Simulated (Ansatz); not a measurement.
# Run report: Al$_{32}$H, geometry relaxation (part 2 of 2)

Al$_{32}$H (defect cell, 33 atoms in the cell); DFT PBE, scalar-relativistic, plane waves, PAW, no spin polarisation (Ansatz 0.2.0); cutoff 420 eV, 2×2×2 k-mesh, Fermi–Dirac smearing of 0.1 eV. It belongs to a series of runs on one base structure; here: start relaxed.

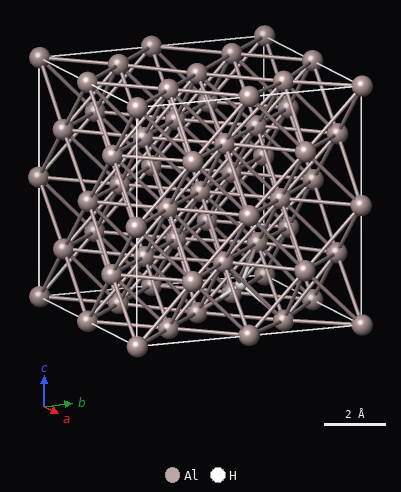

**Figure 1.** The geometry at step 3 of the log (ball-and-stick view of the cell of the calculation, seen slightly off an axis).

### What the program printed, continued
```
SCF iter   1: F=—  HF=-17215.566775 eV  |F-HF|=—  |Δ(HF+E_count)|=         —  Δρ=6.91e-4  dr2=2.72e-3  ethr=8.95e-5  ⟨swp⟩=2.1  Hψ=1412  notcnv=0  defer=77
preconditioner: auto → Kerker (q_TF=auto, 2.055 Å⁻¹)  [metal: Δε(μ)=0.005 eV  Ē_g=6.882 eV  σ=0.100 eV  W_gap=0.01  n_scr=80 (ndim 8)  ℏωp=15.9 eV  f_vac=0.000  D(μ)=19.27/eV (n_scr^D=146)]
SCF iter   2: F=—  HF=-17215.566397 eV  |F-HF|=—  |Δ(HF+E_count)|=   3.79e-4  Δρ=3.93e-4  dr2=7.63e-4  ethr=2.81e-6  ⟨swp⟩=1.0  Hψ=760  notcnv=0  defer=77
SCF iter   3: F=—  HF=-17215.566229 eV  |F-HF|=—  |Δ(HF+E_count)|=   1.68e-4  Δρ=2.94e-5  dr2=4.29e-6  ethr=7.86e-7  ⟨swp⟩=2.0  Hψ=814  notcnv=0  defer=77
SCF iter   4: F=—  HF=-17215.566005 eV  |F-HF|=—  |Δ(HF+E_count)|=   2.23e-4  Δρ=6.19e-6  dr2=1.72e-7  ethr=4.43e-9  ⟨swp⟩=2.0  Hψ=974  notcnv=0  defer=77
SCF iter   5: F=-17215.566005 eV  HF=-17215.566005 eV  |F-HF|=1.19e-9  |Δ(HF+E_count)|=   2.41e-8  Δρ=5.90e-7  dr2=2.35e-9  ethr=1.03e-10  ⟨swp⟩=3.8  Hψ=1514  notcnv=0
SCF 4 converged in 5 iterations: F = -17215.566005 eV  dr2 = 2.35e-9
  greatest PAW one-centre occupation: 0.449 electrons in one spin orbital (limit 2), on the Al atom at site 17 (counted from 0), in its partial waves of l = 0
relax step   4: F+E_penalty+E_count = -17215.56600543 eV  Δ(F+E_penalty+E_count) = -2.059e-3 eV  max|allowed force component| = 2.829e-3 eV/Å  Δτ_max = 0.0341 Å  (5 SCF iters, accepted)
SCF converged after 5 iterations
Free energy (F): -17215.566005 eV
Harris-Foulkes:  -17215.566005 eV  (|F-HF|=1.19e-9)
Internal energy: -17214.985285 eV  (E = F + TS)
E sigma→0 (E₀):  -17215.275645 eV
Entropy (-TS):   -0.580721 eV (-17.598 meV/atom)
Fermi energy:    7.573040 eV
--- Per-component energies (eV) ---
  E_band       = 335.114603
  E_kinetic    = 743.282794
  E_local      = 301.418751  (includes V_loc(G=0)·N_el)
  E_nonlocal   = 332.201738
  E_hartree    = 7.379097
  E_xc         = -1280.818052
  E_vxc        = -938.789909  (∫ρ·V_xc dr)
  E_paw        = -14955.269481  (= ΣΔE_a)
  E_vpaw       = -117.755661  (= ΣTr[D̂ρ^β])
  E_aug_tail   = -0.001268  (compensation charges beyond the density's cutoff)
  E_ewald      = -2363.178865
  E_smearing   = -0.580721  (= −TS)
  E_closure    = -0.000000  (closes the sum)
  Σ components = -17215.566005   (vs F -17215.566005, Δ=0.00e0)
--- Forces (eV/Å), atoms counted from 1 ---
  atom   1  Al    -0.00066904    -0.00282133    -0.00062511
  atom   2  Al    -0.00198058    -0.00114535     0.00195216
  atom   3  Al     0.00060458    -0.00282900     0.00064848
  atom   4  Al     0.00051562     0.00206444     0.00130246
  atom   5  Al    -0.00029252     0.00178988    -0.00073207
  atom   6  Al    -0.00096191    -0.00110318    -0.00085359
  atom   7  Al     0.00025098    -0.00006436    -0.00015640
  atom   8  Al    -0.00092338     0.00216080    -0.00155669
  atom   9  Al     0.00198561    -0.00121788    -0.00201499
  atom  10  Al     0.00053737    -0.00070008     0.00064890
  atom  11  Al     0.00151574     0.00214802     0.00078034
  atom  12  Al     0.00079483     0.00178177     0.00016774
  atom  13  Al    -0.00134458     0.00207141    -0.00066001
  atom  14  Al    -0.00091757     0.00098989     0.00071505
  atom  15  Al     0.00094575    -0.00020171     0.00084824
  atom  16  Al    -0.00010204     0.00187610     0.00098946
  atom  17  Al     0.00124241     0.00074819    -0.00045002
  atom  18  Al     0.00082606    -0.00117510    -0.00072587
  atom  19  Al    -0.00106548    -0.00163187    -0.00106023
  atom  20  Al     0.00007111    -0.00037603    -0.00000769
  atom  21  Al     0.00050359     0.00082967    -0.00107065
  atom  22  Al    -0.00095132    -0.00027215    -0.00078229
  atom  23  Al     0.00116175    -0.00167255     0.00116166
  atom  24  Al    -0.00092580     0.00188909    -0.00002582
  atom  25  Al    -0.00066288     0.00090902     0.00108970
  atom  26  Al    -0.00055626    -0.00051580    -0.00115126
  atom  27  Al     0.00000883     0.00002511     0.00019037
  atom  28  Al    -0.00019107    -0.00044417     0.00005694
  atom  29  Al     0.00022595    -0.00062190    -0.00016649
  atom  30  Al    -0.00031807     0.00013067    -0.00014257
  atom  31  Al     0.00104992    -0.00044589     0.00072006
  atom  32  Al    -0.00029467    -0.00003423     0.00015357
  atom  33  H     -0.00008347    -0.00213644     0.00075690
  max |Σ_I F_I| component: 5.01e-6 eV/Å
--- Relaxed structure (4 steps of the walk, 4 accepted, 0 SCFs on fresh bases) ---
  F+E_penalty+E_count = -17215.56600543 eV   max|allowed force component| = 2.829e-3 eV/Å
  atoms:
    - { symbol: Al, position: [0.500849600485957, -0.0006327971832669477, 0.0008910237752477541] }
    - { symbol: Al, position: [0.7492007856834253, 0.25139192667183774, 0.0007799617717619492] }
    - { symbol: Al, position: [0.7490878812684476, -0.0006291224276273818, 0.24912927910613045] }
    - { symbol: Al, position: [0.002562169348676854, 0.0027909297918237135, -0.00040300101990226674] }
    - { symbol: Al, position: [0.24741211642235514, 0.24762725294585866, -0.000305045494621498] }
    - { symbol: Al, position: [0.49080849072780924, 0.4911026371438975, -0.009160522130906195] }
    - { symbol: Al, position: [0.7592052028941405, 0.759493955089315, -0.009225572900292321] }
    - { symbol: Al, position: [0.247387594802716, 0.0028006210553113806, 0.25043188001580724] }
    - { symbol: Al, position: [0.5007371510611665, 0.25140412389447, 0.2492435761488691] }
    - { symbol: Al, position: [0.7591463613560407, 0.49109663793224184, 0.25917725696635935] }
    - { symbol: Al, position: [0.4995548130386466, 0.0028023922034292846, 0.5026006054378692] }
    - { symbol: Al, position: [0.7502861761311959, 0.2476267691871613, 0.5025748558016812] }
    - { symbol: Al, position: [0.7503898363797614, 0.002789275979460582, 0.7474260847138089] }
    - { symbol: Al, position: [-0.0010067107444928956, 0.5011259929523936, 0.0008360349172453206] }
    - { symbol: Al, position: [0.2510058248155645, 0.7494756004660584, 0.0008277028203217906] }
    - { symbol: Al, position: [0.002550574343691653, 0.24762392572866587, 0.2503103694817796] }
    - { symbol: Al, position: [0.25093693594419203, 0.5011383782778569, 0.2491736468640916] }
    - { symbol: Al, position: [0.4907117435052607, 0.7595261935913328, 0.25926773613863396] }
    - { symbol: Al, position: [-0.0008438789693375089, -0.0004948482066905082, 0.4992005062886975] }
    - { symbol: Al, position: [0.25080989495014583, 0.2511539437455387, 0.49917026681629084] }
    - { symbol: Al, position: [0.5008030654156013, 0.5011344556533256, 0.49903301496458485] }
    - { symbol: Al, position: [0.749155102048694, 0.7494776372365171, 0.49896788356272703] }
    - { symbol: Al, position: [0.2507770558769318, -0.0004921048338968065, 0.7508216353121918] }
    - { symbol: Al, position: [0.49967063702221165, 0.24762428200961925, 0.7474365141058059] }
    - { symbol: Al, position: [0.7491407660273702, 0.5011299081278514, 0.7509766462774903] }
    - { symbol: Al, position: [-0.0010841808252353897, 0.7494875604981738, 0.2492065340245721] }
    - { symbol: Al, position: [0.0025342854812193203, 0.49988246410447124, 0.5025611151314323] }
    - { symbol: Al, position: [0.2473575457289551, 0.7506137158000028, 0.502629035620799] }
    - { symbol: Al, position: [-0.0008774080435792929, 0.251157588758604, 0.7508577110689177] }
    - { symbol: Al, position: [0.2474274278896754, 0.4998767075897213, 0.7474544460045359] }
    - { symbol: Al, position: [0.5007761837192544, 0.7494855735322685, 0.7510578865143313] }
    - { symbol: Al, position: [0.002593332912633759, 0.7505956797306444, 0.7473934544430122] }
    - { symbol: H, position: [0.6249574233009062, 0.62550214295363, 0.12499697745072745] }
```

### Trajectory as extended XYZ (Å, eV, eV/Å), 3 of the 4 frames kept, from step=1 to step=4
```
33
Lattice="8.1000 0.0000 0.0000 0.0000 8.1000 0.0000 0.0000 0.0000 8.1000" Properties=species:S:1:pos:R:3:forces:R:3 step=1 energy=-17215.23977
Al    4.0500    0.0000    0.0000    0.0355  -0.0077   0.0357
Al    6.0750    2.0250    0.0000   -0.0397   0.0313   0.0395
Al    6.0750    0.0000    2.0250   -0.0359  -0.0082  -0.0358
Al    0.0000    0.0000    0.0000    0.0273   0.0239   0.0393
Al    2.0250    2.0250    0.0000   -0.0265  -0.0301   0.0466
Al    4.0500    4.0500    0.0000   -0.6216  -0.6522  -0.6252
Al    6.0750    6.0750    0.0000    0.8361   0.7897  -0.8332
Al    2.0250    0.0000    2.0250   -0.0266   0.0239  -0.0383
Al    4.0500    2.0250    2.0250    0.0390   0.0309  -0.0392
Al    6.0750    4.0500    2.0250    0.6160  -0.6404   0.6125
Al    4.0500    0.0000    4.0500    0.0383   0.0239   0.0268
Al    6.0750    2.0250    4.0500   -0.0471  -0.0301   0.0267
Al    6.0750    0.0000    6.0750   -0.0392   0.0239  -0.0271
Al    0.0000    4.0500    0.0000   -0.0250   0.0415   0.0394
Al    2.0250    6.0750    0.0000    0.0175  -0.0352   0.0377
Al    0.0000    2.0250    2.0250    0.0270  -0.0300  -0.0472
Al    2.0250    4.0500    2.0250    0.0227   0.0410  -0.0390
Al    4.0500    6.0750    2.0250   -0.8704   0.8296   0.8735
Al    0.0000    0.0000    4.0500   -0.0353  -0.0380  -0.0357
Al    2.0250    2.0250    4.0500    0.0375   0.0346  -0.0374
Al    4.0500    4.0500    4.0500    0.0389   0.0411  -0.0232
Al    6.0750    6.0750    4.0500   -0.0380  -0.0354  -0.0186
Al    2.0250    0.0000    6.0750    0.0357  -0.0379   0.0353
Al    4.0500    2.0250    6.0750    0.0467  -0.0301  -0.0269
Al    6.0750    4.0500    6.0750   -0.0396   0.0414   0.0245
Al    0.0000    6.0750    2.0250   -0.0199  -0.0355  -0.0379
Al    0.0000    4.0500    4.0500    0.0277   0.0461   0.0273
Al    2.0250    6.0750    4.0500   -0.0270  -0.0390   0.0272
Al    0.0000    2.0250    6.0750   -0.0372   0.0348   0.0373
Al    2.0250    4.0500    6.0750   -0.0271   0.0455  -0.0275
Al    4.0500    6.0750    6.0750    0.0376  -0.0353   0.0189
Al    0.0000    6.0750    6.0750    0.0276  -0.0400  -0.0274
H     5.0546    5.1410    1.0152    0.0447  -0.3778  -0.0288
33
Lattice="8.1000 0.0000 0.0000 0.0000 8.1000 0.0000 0.0000 0.0000 8.1000" Properties=species:S:1:pos:R:3:forces:R:3 step=3 energy=-17215.56395
Al    4.0578   -0.0053    0.0081   -0.0010  -0.0005  -0.0011
Al    6.0678    2.0385    0.0070    0.0038  -0.0104  -0.0037
Al    6.0667   -0.0052    2.0170    0.0012  -0.0002   0.0010
Al    0.0201    0.0210   -0.0028    0.0002   0.0012  -0.0025
Al    2.0034    2.0043   -0.0015    0.0011   0.0021  -0.0055
Al    3.9762    3.9736   -0.0741    0.0159   0.0296   0.0175
Al    6.1513    6.1477   -0.0760    0.0108   0.0264  -0.0118
Al    2.0049    0.0208    2.0281   -0.0006   0.0014   0.0022
Al    4.0567    2.0387    2.0181   -0.0036  -0.0102   0.0037
Al    6.1491    3.9738    2.0988   -0.0198   0.0310  -0.0183
Al    4.0469    0.0209    4.0702   -0.0022   0.0014   0.0006
Al    6.0763    2.0043    4.0715    0.0057   0.0022  -0.0013
Al    6.0778    0.0209    6.0549    0.0025   0.0012  -0.0003
Al   -0.0094    4.0597    0.0076    0.0077  -0.0043  -0.0025
Al    2.0347    6.0696    0.0076   -0.0041   0.0014  -0.0032
Al    0.0216    2.0042    2.0264   -0.0014   0.0021   0.0057
Al    2.0336    4.0598    2.0174   -0.0067  -0.0041   0.0023
Al    3.9741    6.1478    2.1011   -0.0199   0.0330   0.0188
Al   -0.0074   -0.0057    4.0428    0.0016   0.0026   0.0018
Al    2.0327    2.0342    4.0422   -0.0031  -0.0018   0.0030
Al    4.0574    4.0598    4.0411   -0.0023  -0.0042   0.0070
Al    6.0672    6.0696    4.0401    0.0034   0.0014   0.0046
Al    2.0321   -0.0056    6.0822   -0.0017   0.0025  -0.0016
Al    4.0484    2.0042    6.0534   -0.0055   0.0020   0.0012
Al    6.0672    4.0598    6.0842    0.0025  -0.0042  -0.0075
Al   -0.0106    6.0697    2.0176    0.0052   0.0016   0.0034
Al    0.0204    4.0492    4.0705   -0.0014  -0.0051  -0.0013
Al    2.0036    6.0787    4.0714   -0.0002   0.0026   0.0002
Al   -0.0081    2.0343    6.0829    0.0030  -0.0020  -0.0031
Al    2.0045    4.0491    6.0546    0.0011  -0.0048   0.0012
Al    4.0573    6.0696    6.0854   -0.0032   0.0015  -0.0047
Al    0.0215    6.0786    6.0535   -0.0001   0.0029   0.0000
H     5.0586    5.1005    1.0140    0.0110  -0.0983  -0.0059
33
Lattice="8.1000 0.0000 0.0000 0.0000 8.1000 0.0000 0.0000 0.0000 8.1000" Properties=species:S:1:pos:R:3:forces:R:3 step=4 energy=-17215.56601
Al    4.0569   -0.0051    0.0072   -0.0007  -0.0028  -0.0006
Al    6.0685    2.0363    0.0063   -0.0020  -0.0011   0.0020
Al    6.0676   -0.0051    2.0179    0.0006  -0.0028   0.0006
Al    0.0208    0.0226   -0.0033    0.0005   0.0021   0.0013
Al    2.0040    2.0058   -0.0025   -0.0003   0.0018  -0.0007
Al    3.9755    3.9779   -0.0742   -0.0010  -0.0011  -0.0009
Al    6.1496    6.1519   -0.0747    0.0003  -0.0001  -0.0002
Al    2.0038    0.0227    2.0285   -0.0009   0.0022  -0.0016
Al    4.0560    2.0364    2.0189    0.0020  -0.0012  -0.0020
Al    6.1491    3.9779    2.0993    0.0005  -0.0007   0.0006
Al    4.0464    0.0227    4.0711    0.0015   0.0021   0.0008
Al    6.0773    2.0058    4.0709    0.0008   0.0018   0.0002
Al    6.0782    0.0226    6.0542   -0.0013   0.0021  -0.0007
Al   -0.0082    4.0591    0.0068   -0.0009   0.0010   0.0007
Al    2.0331    6.0708    0.0067    0.0009  -0.0002   0.0008
Al    0.0207    2.0058    2.0275   -0.0001   0.0019   0.0010
Al    2.0326    4.0592    2.0183    0.0012   0.0007  -0.0004
Al    3.9748    6.1522    2.1001    0.0008  -0.0012  -0.0007
Al   -0.0068   -0.0040    4.0435   -0.0011  -0.0016  -0.0011
Al    2.0316    2.0343    4.0433    0.0001  -0.0004   0.0000
Al    4.0565    4.0592    4.0422    0.0005   0.0008  -0.0011
Al    6.0682    6.0708    4.0416   -0.0010  -0.0003  -0.0008
Al    2.0313   -0.0040    6.0817    0.0012  -0.0017   0.0012
Al    4.0473    2.0058    6.0542   -0.0009   0.0019   0.0000
Al    6.0680    4.0592    6.0829   -0.0007   0.0009   0.0011
Al   -0.0088    6.0708    2.0186   -0.0006  -0.0005  -0.0012
Al    0.0205    4.0490    4.0707    0.0000   0.0000   0.0002
Al    2.0036    6.0800    4.0713   -0.0002  -0.0004   0.0001
Al   -0.0071    2.0344    6.0819    0.0002  -0.0006  -0.0002
Al    2.0042    4.0490    6.0544   -0.0003   0.0001  -0.0001
Al    4.0563    6.0708    6.0836    0.0010  -0.0004   0.0007
Al    0.0210    6.0798    6.0539   -0.0003   0.0000   0.0002
H     5.0622    5.0666    1.0125   -0.0001  -0.0021   0.0008
```

### Summary

| quantity | value |
| --- | --- |
| outcome | converged |
| electrons treated | 97 |
| free energy | −17215.5660 eV |
| Fermi energy | 7.573 eV |
| final volume | 531.44 Å³ |
| largest force (length of the vector) at the end | 0.003 eV/Å |
| hardware | 2 threads of AMD EPYC (Zen 5), 16 GiB of memory available, shared host |
| wall time | 8.9 s (CPU time 17 s) |
| peak memory | 1 GiB |

### Notes

The input asks for low accuracy.
